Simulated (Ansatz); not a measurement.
Ti3Al. A set of calculations on one system.

Space group P6_3/mmc; not relaxed (largest force 0.4 eV/Å).

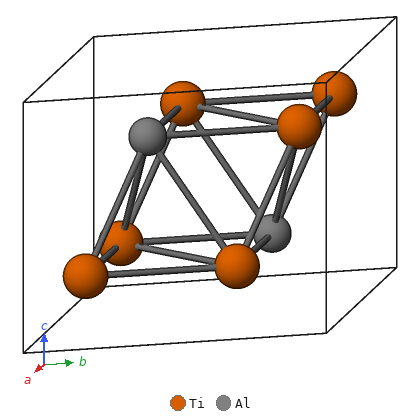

The conventional cell.

Input file:

```
crystal:
  lattice:
    - [5.764, 0.0, 0.0]
    - [-2.882, 4.9917704274, 0.0]
    - [0.0, 0.0, 4.664]
  atoms:
    - { symbol: Ti, position: [0.8333, 0.1667, 0.25] }
    - { symbol: Ti, position: [0.6666, 0.8333, 0.75] }
    - { symbol: Ti, position: [0.8333, 0.6666, 0.25] }
    - { symbol: Ti, position: [0.1667, 0.8333, 0.75] }
    - { symbol: Ti, position: [0.3334, 0.1667, 0.25] }
    - { symbol: Ti, position: [0.1667, 0.3334, 0.75] }
    - { symbol: Al, position: [0.3333333333, 0.6666666667, 0.25] }
    - { symbol: Al, position: [0.6666666667, 0.3333333333, 0.75] }
basis:
  ecutwfc: 500
  fft_grid_basis: typed
kpoints:
  mp_grid: { grid: [9, 9, 8] }
hamiltonian:
  xc: pbe
scf:
  occupations: { method: gaussian, width: 0.05 }
output:
  forces: true
  stress: true
  eigenvalues: true
  bader: true
  write_density: true
  volumetric_format: npy
  elf: true
```

Launched as:

```sh
ansatz run input.yaml --threads 2 --pin off --max-ram 4096MiB --backend cpu --events-out ev --progress --plain --runs-dir out
```

The picture shows the conventional cell (a = 5.76 Å, b = 5.76 Å, c = 4.66 Å, α = 90.00°, β = 90.00°, γ = 120.00°).

These are results of Ansatz 0.2.0, DFT PBE, scalar-relativistic, plane waves, PAW, not measurements.

Core electrons are frozen (PAW), so the maps are meaningful between the atoms, not at the nuclei.

### 1. Bonding charge

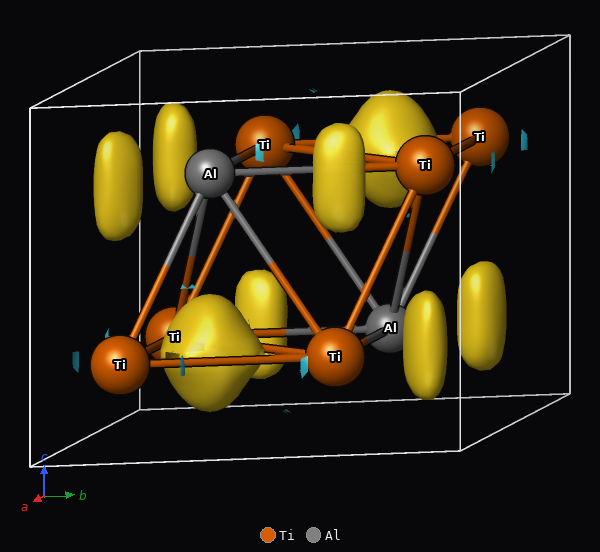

Density of the crystal less the sum of free-atom densities: yellow surfaces at +0.04 and cyan ones at −0.04 e/Å³, in the conventional cell seen slightly off an axis (the regions close to the nuclei are left out). Cores are masked to 1.0 Å (Ti) and 0.8 Å (Al).

> What does the deformation density say about the bonding?

Al–Ti (2.86 Å): Δρ is +0.006 e/Å³ at the midpoint.
- Ti–Ti (2.86 Å): Δρ is +0.007 e/Å³ at the midpoint.
- Over the whole cell, outside the masked cores, the largest gain, 0.07 e/Å³, lies 1.6 Å from a titanium nucleus and 2.2 Å from an aluminium one, and the largest loss lies at the edge of the masked cores of Ti and Al.
- In all about 0.17 e an atom is rearranged against the free atoms.

### 2. States by energy

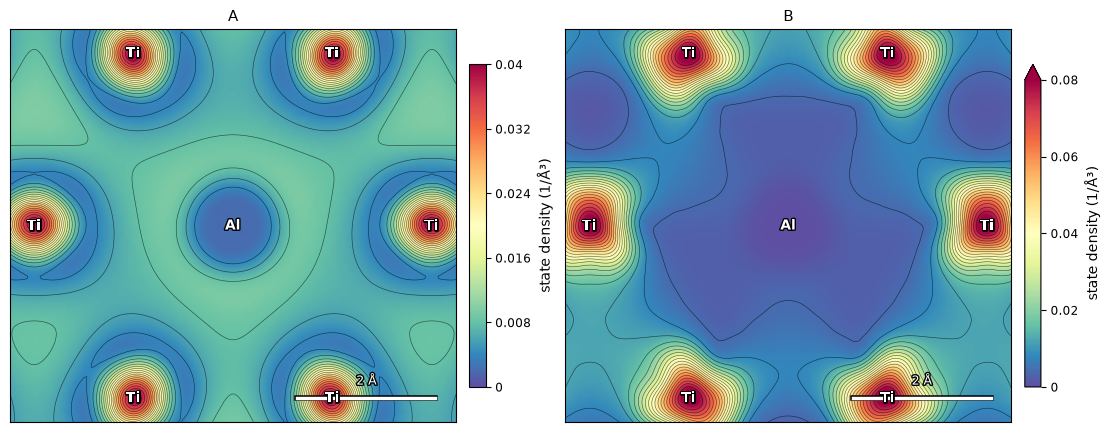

Ti3Al: densities of the states in two energy windows, on the (001) plane of the conventional cell.

> Match the panels to the energy ranges (zero at the Fermi level): −4.5 to −3.0 eV and −1.2 to 0.0 eV.

Panel A: −4.5 to −3.0 eV, the lower third of the occupied valence band, mainly Ti 4s (35 %), Al 3p (30 %) and Ti 3d (25 %).
Panel B: −1.2 to 0.0 eV, the filled states just under the Fermi level, mainly Ti 3d (85 %) and Al 3p (10 %).
The characters are Löwdin shares on a minimal set of atomic orbitals. At the bottom of an sp band the diffuse p orbitals of such a set take a share of s-like charge between the atoms, so the p share there is overstated.

### 3. Change of volume

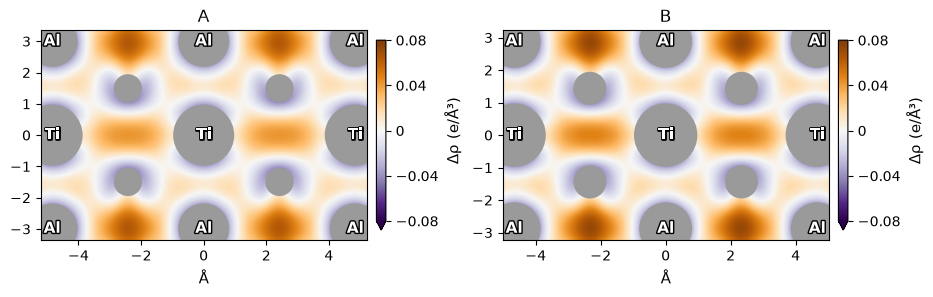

Ti3Al: deformation density on the (11̄0) plane of the conventional cell at two volumes, with the same fractional coordinates and one colour scale. Grey discs cover the cores.

> How do the two volumes compare, and how does the bonding charge respond?

A is the larger cell: A has 112 % of the volume of B.
From B to A, Al–Ti goes from 2.86 to 2.97 Å, and Δρ at its midpoint stays at +0.006 e/Å³.
The pressure is 0 GPa in B and −11 GPa in A.
The rearranged charge is 0.17 e an atom in B and 0.18 e in A.

### 4. Moving an atom

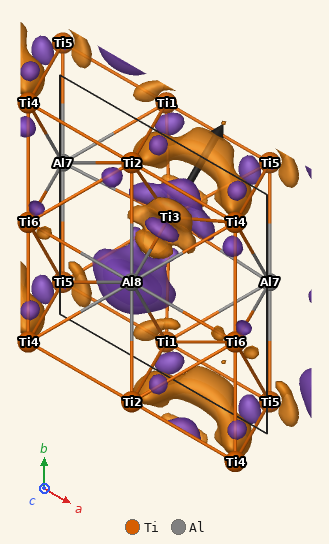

Ti3 was moved by 0.15 Å along [1 2 0] in the axes of the cell drawn (arrow, not to scale). Change of the density less the rigid motion of the neutral atom's own density: orange surfaces at +0.006 and purple ones at −0.006 e/Å³, in the cell of the calculation (origin moved) seen along the c axis.

Not relaxed before the move (largest force 0.4 eV/Å).

> How do the electrons respond beyond following the atom?

About 0.17 e is rearranged in the cell. Outside the cores the largest gain lies at the edge of the masked core of Ti, and the largest loss, 0.019 e/Å³, lies 1.6 Å from a titanium nucleus and 2.2 Å from an aluminium one.

> What restoring force does the calculation give for this move?

The force on it changes by 0.98 eV/Å along the move, against it: a stiffness of about 6.5 eV/Å² for this sublattice shift.

### 5. Another level of theory

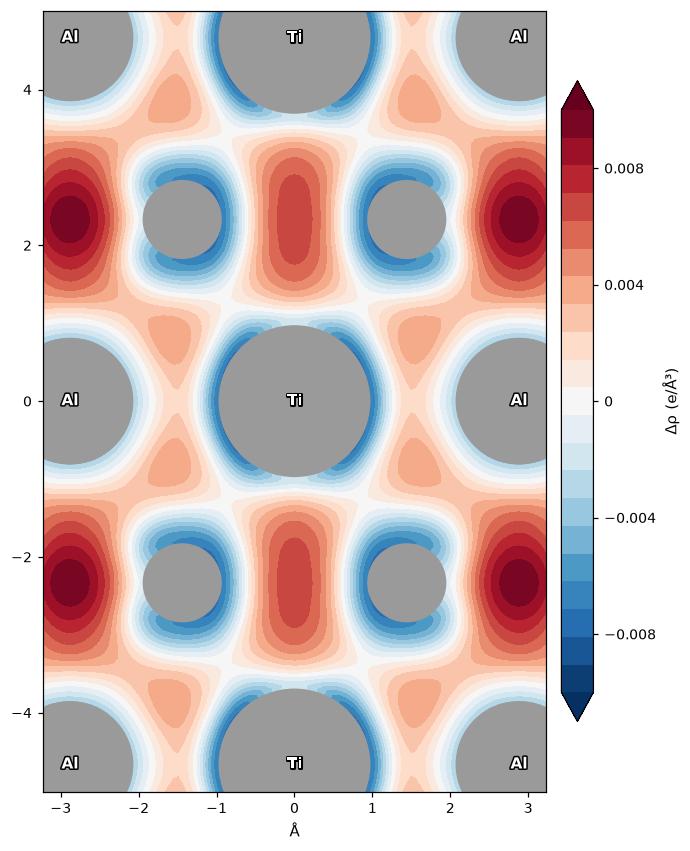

Ti3Al: difference of two self-consistent densities at the same geometry, ρ(r2SCAN) − ρ(PBE), on the (100) plane of the conventional cell. Grey discs cover the cores, where the PAW densities can't be compared. Cores are masked to 1.0 Å (Ti) and 0.8 Å (Al).

Both runs: Ansatz, scalar-relativistic, plane waves and PAW, same cutoff, k-points and PAW files (made with PBE).

> What differs between the two levels of theory?

Against PBE, and outside the masked cores, the largest gain, 0.010 e/Å³, lies 1.6 Å from a titanium nucleus and 2.2 Å from an aluminium one, and the largest loss lies at the edge of the masked core of Ti.
- Bader charges are Ti +0.36 and Al −1.08 e with PBE and Ti +0.43 and Al −1.28 e with r2SCAN. Among metals such charges hang on how the charge between the atoms is shared out.
- At this volume the pressure is 0 GPa with PBE and −1 GPa with r2SCAN.

### 6. Putting it together

The two pressures give a mean stiffness −ΔP/Δln V of about 91 GPa over this range, with the atoms held at their fractional positions.
